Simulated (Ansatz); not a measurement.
# Two runs on C

System: C (10 atoms in the cell).
Method of run A: DFT LDA, scalar-relativistic, plane waves, PAW, no spin polarisation (Ansatz 0.2.0).

The structure derives from an entry of the Crystallography Open Database. Text and figures count atoms from 1; the logs count them from 0 in places.

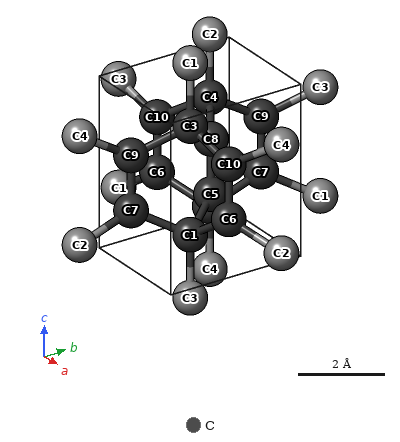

Fig. 1: The input geometry (ball-and-stick view of the cell of the calculation, seen slightly off an axis; neighbours outside the cell are drawn fainter; atoms are numbered from 1 in the order of the input). An atom can appear more than once, as a periodic image. Near neighbours in the periodic cell (some may lie outside the picture): C has 4 C at 1.52 to 1.54 Å; C has 3 C at 1.33 to 1.54 Å.

**Input file, run A**
```yaml
crystal:
  lattice:
    - [4.7749561441, 0.0, 0.0]
    - [-2.3874780721, 4.1352333227, 0.0]
    - [0.0, 0.0, 4.1319840994]
  atoms:
    - { symbol: C, position: [0.6666666667, 0.3333333333, 0.1834601066] }
    - { symbol: C, position: [0.3333333333, 0.6666666667, 0.1834601066] }
    - { symbol: C, position: [0.6666666667, 0.3333333333, 0.8165398934] }
    - { symbol: C, position: [0.3333333333, 0.6666666667, 0.8165398934] }
    - { symbol: C, position: [0.5544507619, 0.5544507619, 0.3395339646] }
    - { symbol: C, position: [0.0, 0.4455492381, 0.3395339646] }
    - { symbol: C, position: [0.4455492381, 0.0, 0.3395339646] }
    - { symbol: C, position: [0.5544507619, 0.5544507619, 0.6604660354] }
    - { symbol: C, position: [0.4455492381, 0.0, 0.6604660354] }
    - { symbol: C, position: [0.0, 0.4455492381, 0.6604660354] }
basis:
  ecutwfc: 420
kpoints:
  mp_grid: { grid: [12, 12, 10] }
hamiltonian:
  xc: lda
scf:
  occupations: { method: gaussian, width: 0.15 }
output:
  forces: true
  stress: true
  eigenvalues: true
```

Command:
```bash
ansatz run input.yaml --threads 2 --pin off --max-ram 5120MiB --backend cpu --events-out ev --progress --plain --runs-dir out
```

Hardware: 2 threads of Oxide Virtual Turin-like (Zen 5), 32 GiB of memory available, shared host.

**Output, shortened to warnings, some set-up lines, iterations and results (run A)**
```
Basis set: ecut = 420 eV, 1579 PW (Γ)
Symmetry: 12 space group operations
k-points: 114 of 1440 (time reversal used)
Initial density: superposition of atomic densities (neutral atoms: chi_scale 0, normalization atom), corrected by the library's trained network
[...]
SCF iter   1: F=—  HF=-2424.708276 eV  |F-HF|=—  |Δ(HF+E_count)|=         —  Δρ=1.54e-2  dr2=2.16e-1  ethr=1.77e-3  ⟨swp⟩=6.1  Hψ=16266  notcnv=0  defer=54
SCF iter   2: F=—  HF=-2424.647791 eV  |F-HF|=—  |Δ(HF+E_count)|=   6.05e-2  Δρ=7.51e-3  dr2=3.63e-2  ethr=5.41e-4  ⟨swp⟩=2.3  Hψ=5213  notcnv=0  defer=83
SCF iter   3: F=—  HF=-2424.636191 eV  |F-HF|=—  |Δ(HF+E_count)|=   1.16e-2  Δρ=1.73e-3  dr2=2.59e-3  ethr=9.08e-5  ⟨swp⟩=2.4  Hψ=4601  notcnv=0  defer=27
SCF iter   4: F=—  HF=-2424.635824 eV  |F-HF|=—  |Δ(HF+E_count)|=   3.68e-4  Δρ=3.92e-4  dr2=2.25e-4  ethr=6.49e-6  ⟨swp⟩=2.5  Hψ=4805  notcnv=0  defer=27
SCF iter   5: F=—  HF=-2424.635907 eV  |F-HF|=—  |Δ(HF+E_count)|=   8.38e-5  Δρ=1.07e-4  dr2=1.24e-5  ethr=5.63e-7  ⟨swp⟩=2.2  Hψ=4202  notcnv=0  defer=27
SCF iter   6: F=—  HF=-2424.635917 eV  |F-HF|=—  |Δ(HF+E_count)|=   1.02e-5  Δρ=1.67e-5  dr2=2.21e-7  ethr=3.10e-8  ⟨swp⟩=2.6  Hψ=4935  notcnv=0  defer=72
SCF iter   7: F=-2424.635918 eV  HF=-2424.635918 eV  |F-HF|=4.85e-9  |Δ(HF+E_count)|=   1.95e-7  Δρ=2.32e-6  dr2=6.27e-9  ethr=2.50e-10  ⟨swp⟩=10.1  Hψ=15602  notcnv=0
SCF 1 converged in 7 iterations: F = -2424.635918 eV  dr2 = 6.27e-9
SCF converged after 7 iterations
Free energy (F): -2424.635918 eV
Harris-Foulkes:  -2424.635918 eV  (|F-HF|=4.85e-9)
Internal energy: -2424.635835 eV  (E = F + TS)
E sigma→0 (E₀):  -2424.635876 eV
Entropy (-TS):   -0.000083 eV (-0.008 meV/atom)
Fermi energy:    7.425703 eV
--- Per-component energies (eV) ---
  E_band       = -43.255034
  E_kinetic    = 907.666042
  E_local      = -1548.807117  (includes V_loc(G=0)·N_el)
  E_nonlocal   = 280.597656
  E_hartree    = 491.838885
  E_xc         = -475.618883
  E_vxc        = -591.421867  (∫ρ·V_xc dr)
  E_paw        = -917.402583  (= ΣΔE_a)
  E_vpaw       = -74.965861  (= ΣTr[D̂ρ^β])
  E_aug_tail   = 0.000104  (compensation charges beyond the density's cutoff)
  E_ewald      = -1163.538265
  E_core_change = 0.628325  (= ΣΔE_core)
  E_smearing   = -0.000083  (= −TS)
  E_closure    = -0.000000  (closes the sum)
  Σ components = -2424.635918   (vs F -2424.635918, Δ=0.00e0)
--- Forces (eV/Å), atoms counted from 1 ---
  atom   1  C      0.00000000     0.00000000     0.49703189
  atom   2  C     -0.00000000    -0.00000000     0.49703189
  atom   3  C      0.00000000     0.00000000    -0.49703189
  atom   4  C     -0.00000000    -0.00000000    -0.49703189
  atom   5  C     -0.18086941    -0.31327501    -0.38860812
  atom   6  C     -0.18086941     0.31327501    -0.38860812
  atom   7  C      0.36173882     0.00000000    -0.38860812
  atom   8  C     -0.18086941    -0.31327501     0.38860812
  atom   9  C      0.36173882     0.00000000     0.38860812
  atom  10  C     -0.18086941     0.31327501     0.38860812
  max |Σ_I F_I| component: 2.78e-16 eV/Å
--- Stress (GPa, compression-positive) ---
      -11.744147      -0.000000       0.000000
       -0.000000     -11.744147       0.000000
        0.000000       0.000000      -1.847744
  P = ⅓ Tr σ = -8.4453 GPa (-84.453 kbar)
```

For run B the input was changed thus:
```diff
-    - { symbol: C, position: [0.5544507619, 0.5544507619, 0.3395339646] }
-    - { symbol: C, position: [0.0, 0.4455492381, 0.3395339646] }
-    - { symbol: C, position: [0.4455492381, 0.0, 0.3395339646] }
-    - { symbol: C, position: [0.5544507619, 0.5544507619, 0.6604660354] }
-    - { symbol: C, position: [0.4455492381, 0.0, 0.6604660354] }
-    - { symbol: C, position: [0.0, 0.4455492381, 0.6604660354] }
+    - { symbol: C, position: [0.4863873095, 0.4863873095, 0.3395339646] }
+    - { symbol: C, position: [0.0, 0.5136126905, 0.3395339646] }
+    - { symbol: C, position: [0.5136126905, 0.0, 0.3395339646] }
+    - { symbol: C, position: [0.4863873095, 0.4863873095, 0.6604660354] }
+    - { symbol: C, position: [0.5136126905, 0.0, 0.6604660354] }
+    - { symbol: C, position: [0.0, 0.5136126905, 0.6604660354] }
```

How does run B compare with run A?

With the same functional and potentials, run B lies 0.23 meV per atom lower. The gap of 0.46 eV on the mesh closes. The pressure goes from −8.45 to −0.60 GPa. The largest force goes from 0.531 to 0.124 eV/Å. The SCF takes 9 iterations against 7.

**Output, shortened to warnings, some set-up lines, iterations and results (run B)**
```
Basis set: ecut = 420 eV, 1579 PW (Γ)
Symmetry: 12 space group operations
k-points: 114 of 1440 (time reversal used)
Initial density: superposition of atomic densities (neutral atoms: chi_scale 0, normalization atom), corrected by the library's trained network
[...]
SCF iter   1: F=—  HF=-2424.749775 eV  |F-HF|=—  |Δ(HF+E_count)|=         —  Δρ=1.91e-2  dr2=3.47e-1  ethr=1.77e-3  ⟨swp⟩=6.1  Hψ=16414  notcnv=0  defer=40
SCF iter   2: F=—  HF=-2424.669809 eV  |F-HF|=—  |Δ(HF+E_count)|=   8.00e-2  Δρ=1.03e-2  dr2=1.01e-1  ethr=8.68e-4  ⟨swp⟩=1.0  Hψ=4334  notcnv=0  defer=60
SCF iter   3: F=—  HF=-2424.638367 eV  |F-HF|=—  |Δ(HF+E_count)|=   3.14e-2  Δρ=1.87e-3  dr2=6.74e-3  ethr=2.53e-4  ⟨swp⟩=2.2  Hψ=4458  notcnv=0  defer=60
SCF iter   4: F=—  HF=-2424.637706 eV  |F-HF|=—  |Δ(HF+E_count)|=   6.61e-4  Δρ=9.10e-4  dr2=1.55e-3  ethr=1.68e-5  ⟨swp⟩=2.5  Hψ=4775  notcnv=0  defer=60
SCF iter   5: F=—  HF=-2424.638118 eV  |F-HF|=—  |Δ(HF+E_count)|=   4.13e-4  Δρ=2.89e-4  dr2=1.33e-4  ethr=3.87e-6  ⟨swp⟩=2.4  Hψ=5091  notcnv=0  defer=60
SCF iter   6: F=—  HF=-2424.638231 eV  |F-HF|=—  |Δ(HF+E_count)|=   1.12e-4  Δρ=6.81e-5  dr2=5.38e-6  ethr=3.33e-7  ⟨swp⟩=2.2  Hψ=4747  notcnv=0  defer=60
SCF iter   7: F=—  HF=-2424.638233 eV  |F-HF|=—  |Δ(HF+E_count)|=   2.81e-6  Δρ=1.83e-5  dr2=7.43e-7  ethr=1.35e-8  ⟨swp⟩=2.4  Hψ=5044  notcnv=0  defer=250
SCF iter   8: F=—  HF=-2424.638233 eV  |F-HF|=—  |Δ(HF+E_count)|=   6.08e-9  Δρ=7.41e-6  dr2=1.03e-7  ethr=1.86e-9  ⟨swp⟩=2.6  Hψ=5062  notcnv=0  defer=269
SCF iter   9: F=-2424.638233 eV  HF=-2424.638233 eV  |F-HF|=6.62e-9  |Δ(HF+E_count)|=   5.82e-8  Δρ=1.99e-6  dr2=4.99e-9  ethr=2.50e-10  ⟨swp⟩=10.4  Hψ=15079  notcnv=0
SCF 1 converged in 9 iterations: F = -2424.638233 eV  dr2 = 4.99e-9
SCF converged after 9 iterations
Free energy (F): -2424.638233 eV
Harris-Foulkes:  -2424.638233 eV  (|F-HF|=6.62e-9)
Internal energy: -2424.629394 eV  (E = F + TS)
E sigma→0 (E₀):  -2424.633814 eV
Entropy (-TS):   -0.008840 eV (-0.884 meV/atom)
Fermi energy:    8.118075 eV
--- Per-component energies (eV) ---
  E_band       = -44.950597
  E_kinetic    = 916.996570
  E_local      = -1632.829392  (includes V_loc(G=0)·N_el)
  E_nonlocal   = 282.221771
  E_hartree    = 529.595517
  E_xc         = -477.950512
  E_vxc        = -594.453367  (∫ρ·V_xc dr)
  E_paw        = -918.349308  (= ΣΔE_a)
  E_vpaw       = -76.076060  (= ΣTr[D̂ρ^β])
  E_aug_tail   = 0.000112  (compensation charges beyond the density's cutoff)
  E_ewald      = -1124.942477
  E_core_change = 0.628325  (= ΣΔE_core)
  E_smearing   = -0.008840  (= −TS)
  E_closure    = -0.000000  (closes the sum)
  Σ components = -2424.638233   (vs F -2424.638233, Δ=0.00e0)
--- Forces (eV/Å), atoms counted from 1 ---
  atom   1  C      0.00000000     0.00000000     0.04608244
  atom   2  C     -0.00000000    -0.00000000     0.04608244
  atom   3  C     -0.00000000     0.00000000    -0.04608244
  atom   4  C     -0.00000000    -0.00000000    -0.04608244
  atom   5  C     -0.06015677    -0.10419458     0.02854101
  atom   6  C     -0.06015677     0.10419458     0.02854101
  atom   7  C      0.12031354     0.00000000     0.02854101
  atom   8  C     -0.06015677    -0.10419458    -0.02854101
  atom   9  C      0.12031354     0.00000000    -0.02854101
  atom  10  C     -0.06015677     0.10419458    -0.02854101
  max |Σ_I F_I| component: 1.60e-16 eV/Å
--- Stress (GPa, compression-positive) ---
       -0.611156      -0.000000       0.000000
       -0.000000      -0.611156       0.000000
        0.000000       0.000000      -0.564967
  P = ⅓ Tr σ = -0.5958 GPa (-5.958 kbar)
```

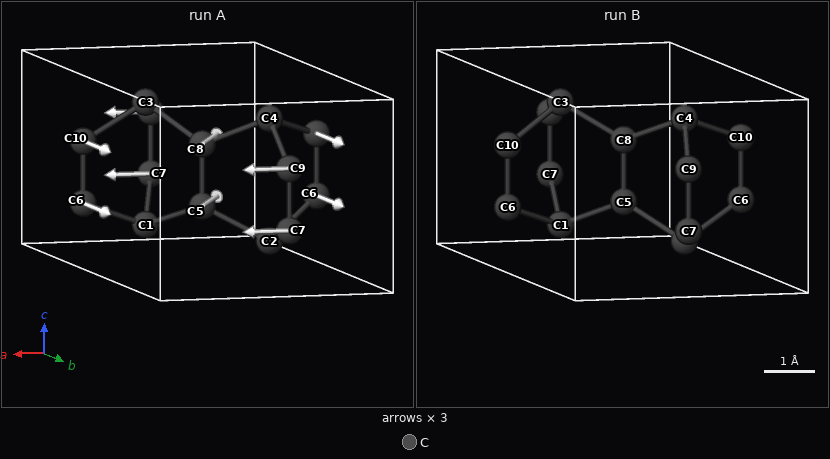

Fig. 2: The two input geometries at one scale (ball-and-stick view of the cell of the calculation, seen at an oblique angle). The white arrows on the first give the shifts of the atoms relative to the cell, magnified 3 times. The largest moves, 0.33 Å, are those of C5, C6, C7, C8, C9 and C10. The cell doesn't change. Among the contacts that change: C1–C5 1.544 → 1.523 Å.

**The two runs side by side**

```csv
quantity,run A,run B
outcome,converged,converged
free energy per atom (eV),−242.4636,−242.4638
"energy per atom, smearing taken to zero (eV)",−242.4636,−242.4634
gap on the mesh (eV),0.46,0.00
pressure (GPa),−8.45,−0.60
largest force (eV/Å),0.531,0.124
SCF iterations,7,9
irreducible k-points,114,114
plane waves at Γ,1579,1579
wall time (shared host),9.7 s,12 s
```
